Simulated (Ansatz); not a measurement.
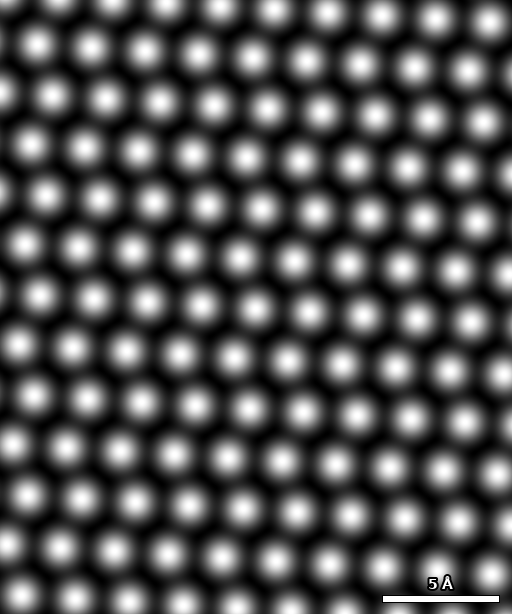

An image along [100] of one of the structures below (computed or model cells, partly hypothetical, each in its standard cell). Simulated as the projected potential of neutral atoms (B = 0.5 Å²) blurred by a 1.00 Å probe, the thin-sample limit of integrated differential phase contrast. The display is stretched by a gamma of 0.8; percentages refer to the linear signal.

A. Rh
Space group P6_3/mmc (No. 194). a = 2.726 Å, b = 2.726 Å, c = 4.381 Å, α = 90.00°, β = 90.00°, γ = 120.00°
```csv
atom,site,symmetry,x,y,z
Rh,2d,-6m2,0.3333,0.6667,0.7500
```

B. Rh
Space group Im-3m (No. 229). a = 3.070 Å, b = 3.070 Å, c = 3.070 Å, α = 90.00°, β = 90.00°, γ = 90.00°
| atom | site | symmetry | x | y | z |
| --- | --- | --- | --- | --- | --- |
| Rh | 2a | m-3m | 0.0000 | 0.0000 | 0.0000 |

C. C
Space group P6_3/mmc (No. 194). a = 2.459 Å, b = 2.459 Å, c = 7.191 Å, α = 90.00°, β = 90.00°, γ = 120.00°
| atom | site | symmetry | x | y | z |
| --- | --- | --- | --- | --- | --- |
| C | 2b | -6m2 | 0.0000 | 0.0000 | 0.2500 |
| C | 2c | -6m2 | 0.3333 | 0.6667 | 0.2500 |

D. Rh
Space group Fm-3m (No. 225). a = 3.830 Å, b = 3.830 Å, c = 3.830 Å, α = 90.00°, β = 90.00°, γ = 90.00°
```
atom  site  symmetry       x       y       z
  Rh    4a      m-3m  0.0000  0.0000  0.0000
```

Question: Which structure was imaged?

Answer: A, Rh. Along [100] the projected cells are A 2.36 × 4.38 Å, 90°; B 2.17 × 2.17 Å, 90°; C 2.13 × 7.19 Å, 90°; D 1.91 × 1.91 Å, 90°. The image repeats as A does.

Structure A: the geometry relaxed with DFT PBE, scalar-relativistic, plane waves, PAW in Ansatz; the starting structure was generated, so it need not be a known form of this composition.
